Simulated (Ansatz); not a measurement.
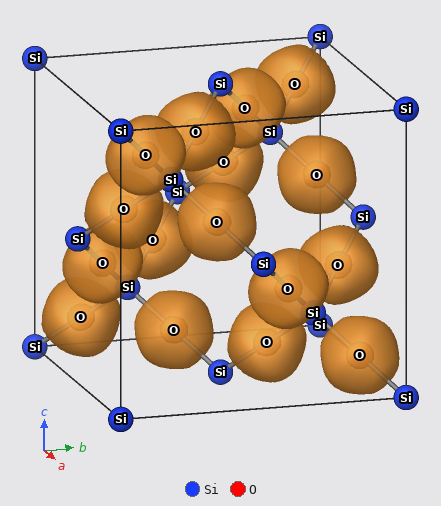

SiO2. Isosurface of the electron localisation function at 0.65 (orange), seen slightly off an axis. Only the valence region is drawn (cores and ρ < 0.01 e/Å³ removed). Sticks mark near contacts.

Space group Fd-3m.

These are results of Ansatz 0.2.0, DFT LDA, scalar-relativistic, plane waves, PAW, not measurements.

**What do the ELF domains correspond to?**

The surface consists of 16 regions on O in which the atom's valence shell and bonds are merged, counted in one cell of 24 atoms. Any copies at cell faces, edges or corners count once. Along the contacts the grid gives the following. Si–O (1.60 Å): the ELF peaks at about 0.85 between the atoms, as expected for a polar covalent bond.

**Does the calculation give a band gap?**

It is gapped, with a Kohn–Sham gap of 5.3 eV on the k-point mesh (the band edges may lie off the mesh, which would make the gap smaller).
